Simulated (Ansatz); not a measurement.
# Calculations on Al48O73

### Relaxation

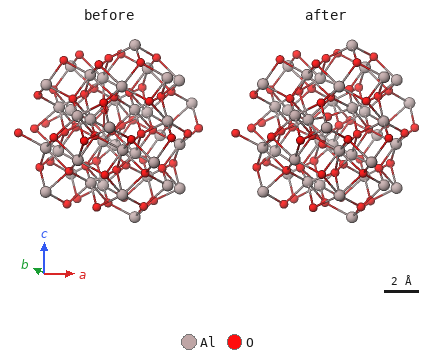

The structure of a defect cell of composition Al$_{48}$O$_{73}$ (cell charge −1) before (left) and after (right) a relaxation, at one scale.

A ball-and-stick model of the atoms within 5.8 Å of the atom that moves most (axes of the cell of the calculation (origin shifted)), seen slightly off an axis.

These are results of Ansatz 0.2.0, DFT, PBEsol, PAW, plane waves, not measurements. Set-up: plane-wave cutoff 420 eV; k-point mesh 1 × 1 × 1; mesh shifted by (0.25, 0.25, 0.25); collinear spin; atoms relaxed in a fixed cell; force threshold 0.03 eV/Å; at most 80 steps.

**Describe what moved and what it gained.**

Over 22 geometry steps the energy falls by 6.285 eV per cell of the calculation. Largest force component: 6.2 eV/Å at the start, 0.026 eV/Å at the end. The largest moves, 0.95 Å, are those of O atoms. Largest moves by element: O 0.95 Å, Al 0.12 Å. The lattice vectors keep their values. Among the contacts that change: Al–O 1.940 → 2.812 Å, Al–O 2.552 → 1.851 Å, Al–O 2.610 → 1.985 Å, Al–O 1.891 → 2.458 Å. New bonds form, among them: Al–O (2.55 → 1.85 Å), Al–O (2.61 → 1.99 Å). Bonds break, among them: Al–O (1.89 → 2.46 Å), Al–O (1.94 → 2.81 Å). Bond angles that change, for instance: O–Al–O 91.4° → 121.8°, O–Al–O 84.9° → 109.4°, O–Al–O 80.7° → 103.8°.

Limits of the set-up: the cell is charged, on a uniform background, and energies carry no finite-size correction.

### Relaxation

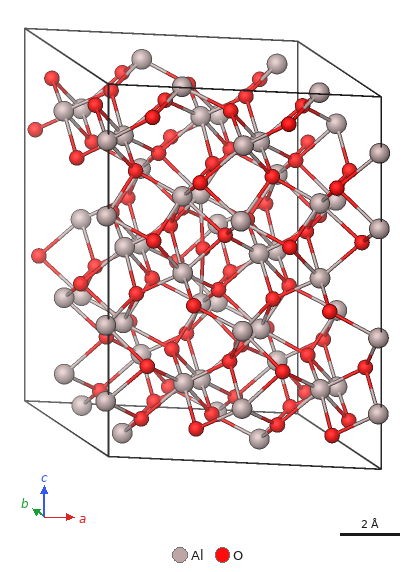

This is the input geometry for a relaxation of a defect cell of composition Al$_{48}$O$_{73}$. Style: ball-and-stick. Shown: the cell of the calculation (origin shifted), slightly off an axis.

These are results of DFT, PBEsol, PAW, plane waves in Ansatz, not measurements.

Set-up: plane-wave cutoff 420 eV; k-point mesh 1 × 1 × 1; mesh shifted by (0.25, 0.25, 0.25); no spin polarisation; atoms relaxed in a fixed cell; force threshold 0.03 eV/Å; at most 80 steps.

```xyz
121
Lattice="9.5479 0.0000 0.0000 -4.7739 8.2687 0.0000 0.0000 0.0000 13.0136" Properties=species:S:1:pos:R:3 pbc="T T T"
Al    2.4227    1.3525    2.4000
Al    0.0066    5.4902    2.4306
Al    7.2035    1.3907    2.3937
Al    4.7753    5.5081    2.4252
Al   -0.0348    2.7390    0.2484
Al   -2.3773    6.8863    0.2370
Al    4.7569    2.7748    0.2572
Al    2.3517    6.8741    0.2391
Al   -0.0034    2.7553    4.0991
Al   -2.3882    6.9146    4.0716
Al    4.8016    2.7495    4.1107
Al    2.3773    6.8637    4.0839
Al    0.0432    2.7598    6.7470
Al   -2.4070    6.8921    6.7421
Al    4.7536    2.7537    6.7393
Al    2.3889    6.8690    6.8050
Al   -0.0027    0.0158    4.5845
Al   -2.3836    4.1460    4.5770
Al    4.7882    0.0036    4.6066
Al    2.4029    4.1258    4.6062
Al    4.7722    8.2605    1.9337
Al    7.1802    4.0998    1.9178
Al    0.0006    8.2548    1.9052
Al    2.3965    4.1147    1.9450
Al   -4.7397    8.2579    8.4064
Al    7.1349    4.1470    8.4220
Al    4.7286    0.0337    8.4375
Al    2.3795    4.1339    8.4283
Al    0.0383    0.0355   11.0390
Al    7.1557    4.1322   11.1002
Al    4.8208    0.0094   11.0920
Al    2.3937    4.1624   11.1331
Al    2.3651    1.4081    8.9104
Al   -0.0147    5.5120    8.9176
Al    7.1809    1.3965    8.8887
Al    4.7743    5.5245    8.9314
Al    2.3827    1.3837    6.2385
Al   -0.0129    5.5066    6.2744
Al    7.1939    1.3826    6.2798
Al    4.7562    5.4908    6.2754
Al    2.3660    1.3836   12.7489
Al    0.0336    5.4923   12.7416
Al    7.1677    1.4047   12.7609
Al    4.7728    5.4857   12.7985
Al   -0.0001    2.7764   10.6331
Al   -2.3873    6.8842   10.6071
Al    4.7714    2.7579   10.6428
Al    2.4201    6.8819   10.6216
O    -3.3149    8.2450    3.2279
O    -0.9036    4.1513    3.2774
O     6.1951    0.0025    3.2593
O     3.8154    4.1438    3.2187
O     3.1336    0.1275    1.0894
O     0.7428    4.2421    1.0785
O     7.9003    0.1076    1.0818
O     5.5077    4.2655    1.1078
O     8.8090    1.2636    3.2630
O     6.4140    5.3769    3.2693
O     4.0533    1.2599    3.2553
O     1.6266    5.3732    3.2605
O     1.6766    2.8697    3.2327
O    -0.7198    6.9744    3.2222
O     6.4249    2.9041    3.2375
O     4.0817    6.9964    3.2230
O     0.9354    1.3708    1.0783
O    -1.4498    5.5219    1.0898
O     5.6993    1.4042    1.0788
O     3.3010    5.5287    1.0878
O     1.6534    0.1142    7.5881
O    -0.7427    4.2998    7.6034
O     6.4253    0.1103    7.5875
O     4.0128    4.2306    7.5917
O     0.7365    1.5028    5.4116
O    -1.6252    5.6319    5.4015
O     5.5169    1.5218    5.4472
O     3.1077    5.6351    5.4275
O    -1.4885    2.7575    5.4002
O    -3.8765    6.8674    5.4006
O     3.3353    2.7438    5.4156
O     0.9467    6.8864    5.4307
O    -0.6912    1.4601   11.9480
O    -3.1420    5.6277   11.8987
O     4.0410    1.4797   11.9630
O     1.6428    5.6033   11.9132
O    -1.6565    2.8831    9.7605
O    -4.0292    7.0065    9.7768
O     3.1019    2.8828    9.7830
O     0.7096    7.0136    9.7440
O     3.1191    2.6753    1.0695
O     0.6894    6.7706    1.0629
O     7.9218    2.6441    1.0721
O     5.4807    6.7785    1.0826
O     3.8604    1.4272    7.6187
O     1.4417    5.5073    7.6075
O     8.6501    1.4434    7.5834
O     6.2532    5.4880    7.5780
O     1.6650    2.6414    7.5984
O    -0.7355    6.7483    7.6052
O     6.4376    2.6397    7.6141
O     4.0817    6.7761    7.6190
O     0.7250    4.0224    5.4243
O    -1.6665    8.1480    5.4411
O     5.5161    4.0342    5.3939
O     3.0976    8.1462    5.4573
O     1.4668    2.7443   11.9515
O    -0.9595    6.8847   11.9347
O     6.2728    2.7650   11.9739
O     3.8522    6.8925   11.9294
O    -1.4645    8.2558    9.7257
O     0.9307    4.1117    9.7895
O     8.0963    0.0002    9.7631
O     5.7277    4.1200    9.7570
O     0.7618    1.2595    9.7575
O    -1.6773    5.3855    9.7930
O     5.5588    1.2315    9.7825
O     3.1495    5.4062    9.7596
O    -0.7124    4.0219   11.9186
O    -3.1091    8.1542   11.9546
O     4.0150    3.9897   11.9450
O     1.6590    8.1643   11.9367
O     2.5191    3.9710    6.5498
```

Where does the relaxation end?

Answer. O121 moves most: 1.10 Å roughly along [2 −1 2]. By element the largest moves are O 1.10 Å, Al 0.27 Å. The lattice vectors keep their values. Near-neighbour distances that change, for instance: Al20–O121 1.953 → 2.870 Å, Al28–O72 1.838 → 2.626 Å, Al15–O121 2.552 → 1.935 Å, O72–O121 1.840 → 1.425 Å. New bonds form, among them: Al15–O121 (2.55 → 1.93 Å). Bonds break, among them: Al20–O121 (1.95 → 2.87 Å), Al28–O72 (1.84 → 2.63 Å). Bond angles that change, for instance: O87–Al28–O121 126.7° → 91.5°, O110–Al28–O121 137.1° → 171.8°, O116–Al28–O121 133.6° → 102.4°. The energy falls by 5.853 eV per cell of the calculation in 15 geometry steps. Largest force component: 4.7 eV/Å at the start, 0.011 eV/Å at the end. Cost: 25 s on 1 × NVIDIA GB300 Max-Q with 8 threads of Arm Neoverse-V2, peak memory 2.1 GiB.

The end point in the same view:

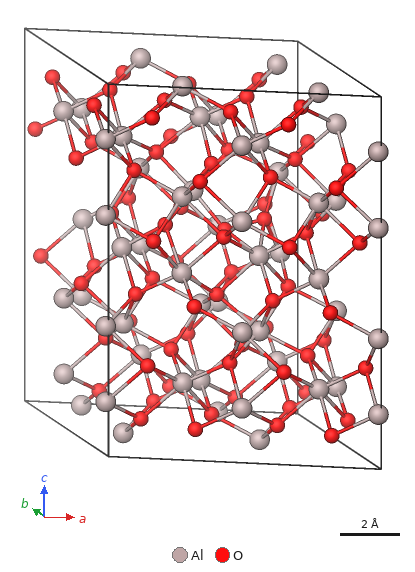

### Defect

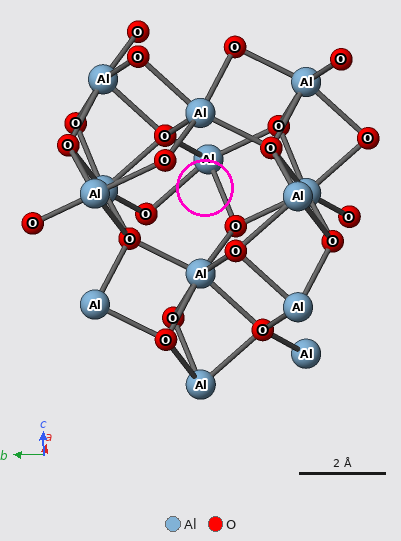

Perfect Al₂O₃. The picture is a ball-and-stick view of the atoms within 4.6 Å of one point, in a slice 5.0 Å thick across the line of sight, seen from a free direction.

The calculation used DFT, PBEsol, PAW, plane waves in Ansatz 0.2.0. Set-up: plane-wave cutoff 420 eV; k-point mesh 1 × 1 × 1; mesh shifted by (0.25, 0.25, 0.25); collinear spin. Fermi-Dirac smearing of 0.01 eV. A uniform background neutralises the charged cell. The axes drawn are those of the host's conventional cell.

An extra oxygen atom is put between the host's atoms (an interstitial) at the ringed place, in charge state −1. The supercell has 120 sites, and the atoms are relaxed at the host's cell.

### How do the neighbours respond?

The O atom starts with 6 O at 1.85 to 2.13 Å, 2 Al at 1.85 to 2.02 Å around its place and ends with 3 Al at 1.85 to 1.99 Å, 2 O at 1.89 to 2.16 Å. Of the host's atoms, an oxygen atom moves furthest from its site, by 0.97 Å. The O atom itself moves 0.96 Å from where it was put. The cell's net moment is 1.00 μB.

The relaxed defect, seen from the same direction:

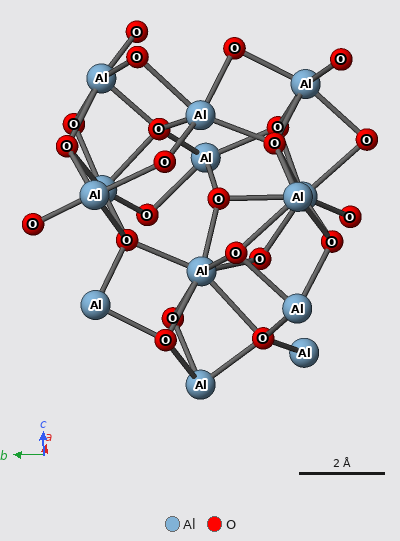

Limits of the set-up: the cell is charged, on a uniform background, and energies carry no finite-size correction.

### Defect

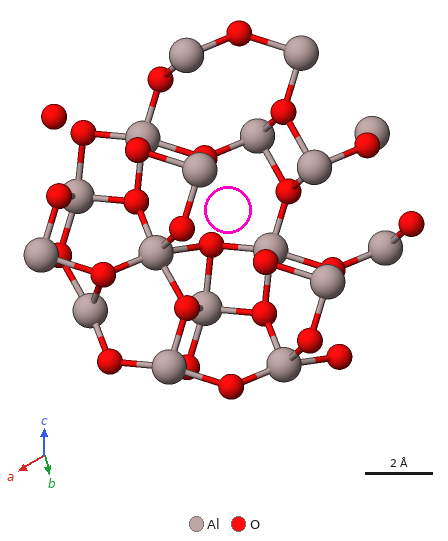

Perfect Al2O3. The picture is a ball-and-stick view of the atoms within 6.0 Å of one point, in a slice 3.4 Å thick across the line of sight, seen from a free direction.

Method: DFT, PBEsol, PAW, plane waves in Ansatz 0.2.0. Settings: plane-wave cutoff 420 eV; k-point mesh 1 × 1 × 1; mesh shifted by (0.25, 0.25, 0.25); no spin polarisation. Fermi-Dirac smearing of 0.01 eV. A uniform background neutralises the charged cell. The axes drawn are those of the host's conventional cell.

An extra oxygen atom is put between the host's atoms (an interstitial) at the ringed place, in charge state −2. The supercell has 120 sites, and the atoms are relaxed at the host's cell.

How do the neighbours respond?

Answer. The O atom starts with 6 O at 1.85 to 2.13 Å, 2 Al at 1.85 to 2.02 Å around its place and ends with 4 Al at 1.87 to 1.97 Å, 2 O at 2.16 to 2.19 Å. Of the host's atoms, an oxygen atom moves furthest from its site, by 1.13 Å. The O atom itself moves 0.85 Å from where it was put.

The relaxed defect, seen from the same direction:

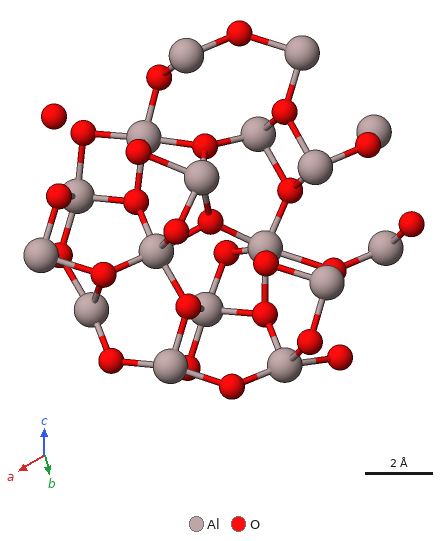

Limits of the set-up: the cell is charged, on a uniform background, and energies carry no finite-size correction.
